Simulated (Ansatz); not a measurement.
Run report: PbS, geometry relaxation

PbS (P4/nmm, 4 atoms in the cell), computed with DFT PBE, scalar-relativistic, plane waves, PAW, no spin polarisation (Ansatz 0.2.0).

The structure was made by a generator, so it may or may not be a known phase. Figures and captions count atoms from 1; the log counts them from 0 in places.

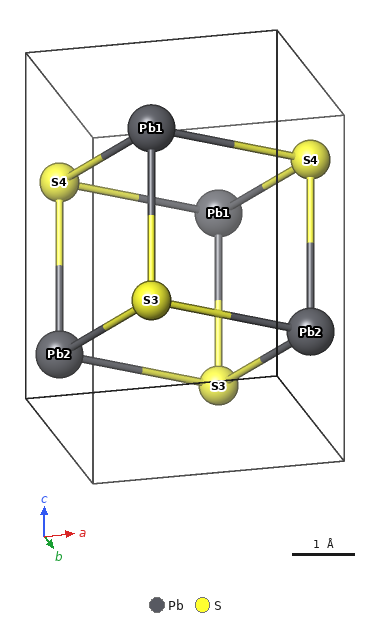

The structure as given in the input (ball-and-stick view of the cell of the calculation, seen at an oblique angle; atoms are numbered from 1 in the order of the input). Near neighbours in the crystal (not all of them lie inside the picture): Pb has 6 S at 2.99 to 3.02 Å; S has 6 Pb at 2.99 to 3.02 Å.

**Summary**

```csv
quantity,value
outcome,converged
space group (tolerance 0.01 Å),P4/nmm (129)
electrons treated,40
free energy,−25619.1420 eV
Fermi energy,8.067 eV
gap on the k-point mesh,0.49 eV
pressure,0.03 GPa
final volume,108.44 Å³
largest force (length of the vector) at the end,0.008 eV/Å
final cell,"a = 4.248 Å, b = 4.248 Å, c = 6.009 Å, α = 90.00°, β = 90.00°, γ = 90.00°"
hardware,"1 thread of Intel Xeon (Granite Rapids), 128 GiB of memory available, shared host"
wall time,10 s
peak memory,0.49 GiB
```

**Remarks**

Spin–orbit coupling is left out, which matters for Pb.

**Input file**
```yaml
crystal:
  lattice:
    - [4.2480534138, 0.0, 0.0]
    - [0.0, 4.2480534138, 0.0]
    - [0.0, 0.0, 6.0090997648]
  atoms:
    - { symbol: Pb, position: [0.5, 0.0, 0.7488913845] }
    - { symbol: Pb, position: [0.0, 0.5, 0.2511086155] }
    - { symbol: S, position: [0.5, 0.0, 0.2514106328] }
    - { symbol: S, position: [0.0, 0.5, 0.7485893672] }
basis:
  ecutwfc: 420
kpoints:
  mp_grid: { grid: [8, 8, 6] }
hamiltonian:
  xc: pbe
scf:
  occupations: { method: gaussian, width: 0.02 }
output:
  forces: true
  stress: true
  eigenvalues: true
  write_density: true
  write_potential: true
  elf: true
  volumetric_format: npy
relax:
  adjacent_minimum: "off"
  f_tol: 0.01
  max_steps: 80
  cell: { stress_tol: 0.05 }
```

Run as:
```bash
ansatz run input.yaml --threads 1 --pin off --max-ram 2048MiB --backend cpu --events-out ev --progress --plain --runs-dir out
```

**The program's output**
```
Engine: ansatz 0.2.0, x86_64-unknown-linux-gnu
Pseudopotentials: kind: paw
Pseudopotential: Pb, paw, valence charge 14, recommended cutoff 420 eV (normal), Pb.paw.azcp
Pseudopotential: S, paw, valence charge 6, recommended cutoff 420 eV (normal), S.paw.azcp
Functional definition: PBE
  parameter kappa = 0.804
  parameter beta = 0.06672455060314922
  exchange = pbe_x(kappa = kappa, mu = beta*pi^2/3)
  correlation = pbe_c(beta = beta)
Crystal: 4 atoms, lattice volume = 108.440 Å³
Basis set: ecut = 420 eV, 2101 PW (Γ), exchange–correlation on 60×60×90 points (8 copies of the dense FFT grid, shifted against one another)
Bands: 24, of which v1, the nominal top of the filled ones, is band 20 counted from 1 (19 counted from 0)
Symmetry: 16 space group operations
Space group: P4/nmm (ITA 129), of the structure as read, at distance tolerance 4.8e-5 Å
k-points: 60 of 384
Non-local potential: Pb, projectors of the file, l = 0: 2, l = 1: 2, l = 2: 2, l = 3: 2
Non-local potential: S, projectors of the file, l = 0: 2, l = 1: 2, l = 2: 2
PAW form: soft (Blöchl's): semilocal exchange-correlation on the pseudo side does not see the compensation charge
PAW one-centre angular grid: Pb, 590 points (default); XC on 64 Gauss nodes
PAW one-centre angular grid: S, 110 points (default); XC on 64 Gauss nodes
Initial density: superposition of atomic densities (neutral atoms: chi_scale 0, normalization atom), corrected by the library's trained network
Initial wavefunctions: pseudopotential atomic-orbital guess
Functional: x = pbe(κ = 0.804, μ = 0.2195149727645171), c = pbe(β = 0.06672455060314922)
SCF iter   1: F=—  HF=-25619.144281 eV  |F-HF|=—  |Δ(HF+E_count)|=         —  Δρ=8.56e-4  dr2=1.26e-3  ethr=1.77e-3  ⟨swp⟩=6.8  Hψ=6999  notcnv=0
preconditioner: auto → Resta (q_TF=auto, 2.310 Å⁻¹)  ε∞=3.6  [insulator: Δε(μ)=0.503 eV  Ē_g=14.027 eV  σ=0.020 eV  W_gap=1.00  n_scr=20 (ndim 8)  ℏωp=22.6 eV  f_vac=0.002  D(μ)=0.00/eV (n_scr^D=0)  ε∞_Penn≈3.6]
SCF iter   2: F=—  HF=-25619.141737 eV  |F-HF|=—  |Δ(HF+E_count)|=   2.54e-3  Δρ=4.51e-4  dr2=1.92e-4  ethr=3.16e-6  ⟨swp⟩=2.1  Hψ=3218  notcnv=0
SCF iter   3: F=—  HF=-25619.141816 eV  |F-HF|=—  |Δ(HF+E_count)|=   7.95e-5  Δρ=1.56e-4  dr2=1.96e-5  ethr=4.81e-7  ⟨swp⟩=2.0  Hψ=1915  notcnv=0
SCF iter   4: F=—  HF=-25619.141994 eV  |F-HF|=—  |Δ(HF+E_count)|=   1.78e-4  Δρ=4.89e-5  dr2=3.13e-6  ethr=4.89e-8  ⟨swp⟩=2.5  Hψ=2009  notcnv=0
SCF iter   5: F=—  HF=-25619.141997 eV  |F-HF|=—  |Δ(HF+E_count)|=   2.46e-6  Δρ=1.34e-5  dr2=1.78e-7  ethr=7.82e-9  ⟨swp⟩=2.0  Hψ=1991  notcnv=0
SCF iter   6: F=-25619.141997 eV  HF=-25619.141997 eV  |F-HF|=5.86e-9  |Δ(HF+E_count)|=   2.96e-7  Δρ=2.05e-6  dr2=4.74e-9  ethr=2.50e-10  ⟨swp⟩=9.5  Hψ=10774  notcnv=0
SCF 1 converged in 6 iterations: F = -25619.141997 eV  dr2 = 4.74e-9
  greatest PAW one-centre occupation: 0.982 electrons in one spin orbital (limit 2), on the Pb atom at site 1 (counted from 0), in its partial waves of l = 2
relax step   1: F+E_penalty+E_count = -25619.14199692 eV  Δ(F+E_penalty+E_count) = +0.000e0 eV  max|allowed force component| = 7.917e-3 eV/Å  Δτ_max = 0.0000 Å  P = +0.027 GPa  Ω = 108.440 Å³  (6 SCF iters, dr2 threshold 1.00e-7 eV, accepted)
Initial density: handed on by an earlier stage of this run
Initial wavefunctions: pseudopotential atomic-orbital guess (no wavefunctions were taken with the density)
iter 1 solved again at ethr=1.77e-7 eV; its pass at ethr=3.10e-3 eV (dr2=7.09e-5 eV) is discarded
SCF iter   1: F=—  HF=-25619.141837 eV  |F-HF|=—  |Δ(HF+E_count)|=         —  Δρ=2.26e-6  dr2=5.04e-9  ethr=1.77e-7  ⟨swp⟩=3.4  Hψ=11302  notcnv=0
eigensolver tolerance schedule: the retry pair's looser diagonalisation over-reported the residual by 14080.04 of it (diagonalisation noise at 4.14 of the residual, at the tolerance the schedule requests for it); recorded, not acted on — ethr = c·dr2/N_el stays at c = 1.0e-1
preconditioner: auto → Resta (q_TF=auto, 2.310 Å⁻¹)  ε∞=3.6  [insulator: Δε(μ)=0.494 eV  Ē_g=14.027 eV  σ=0.020 eV  W_gap=1.00  n_scr=20 (ndim 8)  ℏωp=22.6 eV  f_vac=0.001  D(μ)=0.00/eV (n_scr^D=0)  ε∞_Penn≈3.6]
SCF iter   2: F=—  HF=-25619.141997 eV  |F-HF|=—  |Δ(HF+E_count)|=   1.59e-4  Δρ=1.28e-6  dr2=1.68e-9  ethr=1.26e-11  ⟨swp⟩=3.2  Hψ=3530  notcnv=0
SCF iter   3: F=—  HF=-25619.141997 eV  |F-HF|=—  |Δ(HF+E_count)|=   2.93e-9  Δρ=4.75e-7  dr2=3.41e-10  ethr=4.20e-12  ⟨swp⟩=2.5  Hψ=2332  notcnv=0
SCF iter   4: F=—  HF=-25619.141997 eV  |F-HF|=—  |Δ(HF+E_count)|=  7.93e-10  Δρ=2.10e-7  dr2=5.73e-11  ethr=1.00e-12  ⟨swp⟩=2.0  Hψ=1984  notcnv=0
SCF iter   5: F=-25619.141997 eV  HF=-25619.141997 eV  |F-HF|=3.64e-12  |Δ(HF+E_count)|=  1.13e-10  Δρ=5.82e-8  dr2=4.97e-12  ethr=1.00e-12  ⟨swp⟩=6.0  Hψ=6797  notcnv=0
SCF 2 converged in 5 iterations: F = -25619.141997 eV  dr2 = 4.97e-12
relax step   2: F+E_penalty+E_count = -25619.14199692 eV  Δ(F+E_penalty+E_count) = -2.132e-9 eV  max|allowed force component| = 7.919e-3 eV/Å  Δτ_max = 0.0000 Å  P = +0.027 GPa  Ω = 108.440 Å³  stress off target by 3.24e-2 GPa  SCF on the basis re-selected at this cell (its energy is not comparable with the rows above)  (5 SCF iters)
```

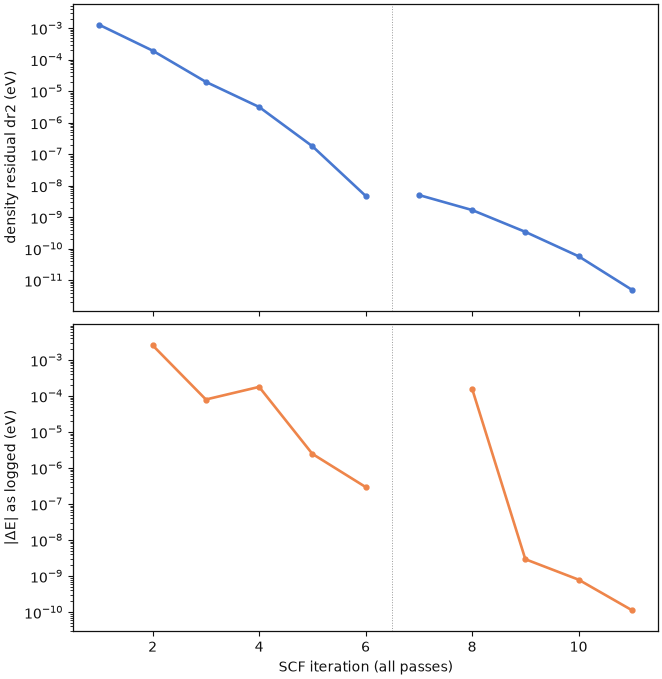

Convergence of the self-consistent field: density residual dr2 and size of the energy change against the SCF iteration. The dotted lines part the SCF passes of the relaxation: geometry steps, rejected trials and re-solves on a re-selected basis. The passes take 6 and 5 iterations.

```
basis re-selected at this cell: Δ(F+E_penalty+E_count) = -2.132e-9 eV, ΔP = -0.000 GPa vs the last step (what re-selecting the basis moved, of the pressure what is left beyond the Pulay correction that the steps carried, after the strain that the cell walked since its last selection, with what the two solves' SCF thresholds leave and, on support functions, any second-order correction that the steps lacked; it is no measure of the basis error at this ecutwfc). This SCF's stress stands 3.24e-2 GPa from its target on what of the cell is left free (relax.cell.stress_tol is 5.00e-2 GPa) and its largest allowed force component is 7.92e-3 eV/Å (relax.f_tol is 1.00e-2 eV/Å): within both
SCF converged after 5 iterations
Free energy (F): -25619.141997 eV
Harris-Foulkes:  -25619.141997 eV  (|F-HF|=3.64e-12)
Internal energy: -25619.141997 eV  (E = F + TS)
E sigma→0 (E₀):  -25619.141997 eV
Fermi energy:    8.066906 eV
--- Per-component energies (eV) ---
  E_band       = -129.378812
  E_kinetic    = 785.161776
  E_local      = -2499.571176  (includes V_loc(G=0)·N_el)
  E_nonlocal   = 756.898893
  E_hartree    = 969.220670
  E_xc         = -636.268695
  E_vxc        = -439.888695  (∫ρ·V_xc dr)
  E_paw        = -22006.552133  (= ΣΔE_a)
  E_vpaw       = -670.421030  (= ΣTr[D̂ρ^β])
  E_aug_tail   = 0.000102  (compensation charges beyond the density's cutoff)
  E_ewald      = -2988.031434
  E_smearing   = -0.000000  (= −TS)
  E_closure    = -0.000000  (closes the sum)
  Σ components = -25619.141997   (vs F -25619.141997, Δ=0.00e0)
--- Forces (eV/Å), atoms counted from 1 ---
  atom   1  Pb     0.00000000     0.00000000     0.00791936
  atom   2  Pb     0.00000000     0.00000000    -0.00791936
  atom   3  S      0.00000000     0.00000000    -0.00572580
  atom   4  S      0.00000000     0.00000000     0.00572580
  max |Σ_I F_I| component: 0.00e0 eV/Å
--- Stress (GPa, compression-positive) ---
        0.024235       0.000000       0.000000
        0.000000       0.024235       0.000000
        0.000000       0.000000       0.032394
  P = ⅓ Tr σ = 0.0270 GPa (0.270 kbar)
--- Band table (eV; the first three rows and the last of 60) ---
  k-point 0: bands = ["-9.0273", "-8.9398", "-8.9184", "-8.9184", "-8.9183", "-8.9017", "-8.9015", "-8.8792", "-8.8660", "-8.8660", "-5.4036", "-3.8880", "0.7176", "1.7589", "2.9825", "4.6588", "4.6588", "5.8678", "5.8678", "5.8699", "11.8751", "12.9513", "12.9557", "12.9557"]
  k-point 1: bands = ["-9.0154", "-8.9384", "-8.9197", "-8.9151", "-8.9151", "-8.9059", "-8.9000", "-8.8807", "-8.8697", "-8.8697", "-5.3286", "-4.0221", "0.5945", "1.5321", "3.5359", "4.7331", "4.7331", "5.7808", "5.7808", "6.2429", "11.7712", "11.9711", "12.7686", "12.7762"]
  k-point 2: bands = ["-8.9850", "-8.9344", "-8.9237", "-8.9210", "-8.9058", "-8.9058", "-8.8959", "-8.8848", "-8.8796", "-8.8796", "-5.1079", "-4.3601", "0.5217", "1.0807", "4.8030", "4.9409", "4.9409", "5.5468", "5.5468", "6.8434", "10.2211", "11.5338", "12.2588", "12.6196"]
  k-point 59: bands = ["-8.9907", "-8.9907", "-8.9049", "-8.9049", "-8.9030", "-8.9030", "-8.8999", "-8.8999", "-8.8658", "-8.8658", "-3.8469", "-3.8469", "0.0556", "0.0556", "3.6989", "3.6989", "3.7378", "3.7378", "6.9075", "6.9075", "10.0648", "10.0648", "12.4828", "12.4828"]
--- Relaxed structure (1 steps of the walk, 1 accepted, 1 SCFs on fresh bases) ---
  F+E_penalty+E_count = -25619.14199692 eV   max|allowed force component| = 7.919e-3 eV/Å   (the final SCF, on the basis selected at the relaxed cell)
  cell:  # Å, volume = 108.4400 Å³
    - [4.2480534138, 0.0, 0.0]
    - [0.0, 4.2480534138, 0.0]
    - [0.0, 0.0, 6.0090997648]
  atoms:
    - { symbol: Pb, position: [0.5, 0.0, 0.7488913845] }
    - { symbol: Pb, position: [0.0, 0.5, 0.2511086155] }
    - { symbol: S, position: [0.5, 0.0, 0.2514106328] }
    - { symbol: S, position: [0.0, 0.5, 0.7485893672] }
```

**Trajectory as extended XYZ (Å, eV, eV/Å), 2 frames, from step=1 to step=2**
```
4
Lattice="4.2481 0.0000 0.0000 0.0000 4.2481 0.0000 0.0000 0.0000 6.0091" Properties=species:S:1:pos:R:3:forces:R:3 step=1 energy=-25619.14200 pressure_GPa=0.03
Pb    2.1240    0.0000    4.5002    0.0000   0.0000   0.0079
Pb    0.0000    2.1240    1.5089    0.0000   0.0000  -0.0079
S     2.1240    0.0000    1.5108    0.0000   0.0000  -0.0057
S     0.0000    2.1240    4.4983    0.0000   0.0000   0.0057
4
Lattice="4.2481 0.0000 0.0000 0.0000 4.2481 0.0000 0.0000 0.0000 6.0091" Properties=species:S:1:pos:R:3:forces:R:3 step=2 energy=-25619.14200 pressure_GPa=0.03
Pb    2.1240    0.0000    4.5002    0.0000   0.0000   0.0079
Pb    0.0000    2.1240    1.5089    0.0000   0.0000  -0.0079
S     2.1240    0.0000    1.5108    0.0000   0.0000  -0.0057
S     0.0000    2.1240    4.4983    0.0000   0.0000   0.0057
```

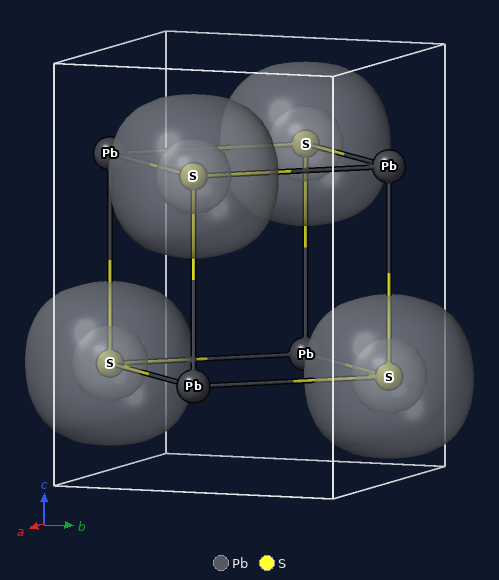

Isosurface of the electron localisation function at 0.7 (grey), seen slightly off an axis. Only the valence region is drawn (cores and ρ < 0.01 e/Å³ removed). Sticks mark near contacts. The outline is the cell set on symmetry axes. Profiles from the grid: Pb–S (2.99 Å): the ELF peaks at about 0.85 in the valence shell of S, 0.8 Å from its nucleus, and drops to about 0.20 between the two atoms. The fields are those of the smooth PAW valence density.

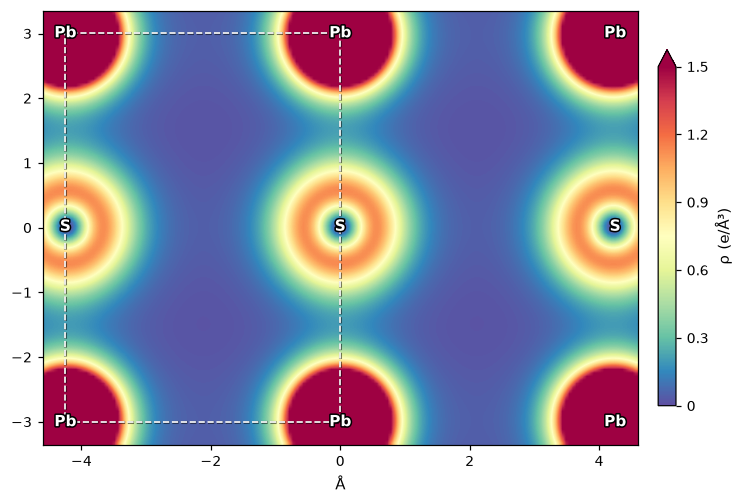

Valence pseudo-density on the (100) plane of the conventional cell. The section cuts through Pb and S sites. Pb–S (2.99 Å): ρ is about 0.21 e/Å³ halfway. Away from the nuclei the density in this plane falls to 0.02 e/Å³ at its lowest.
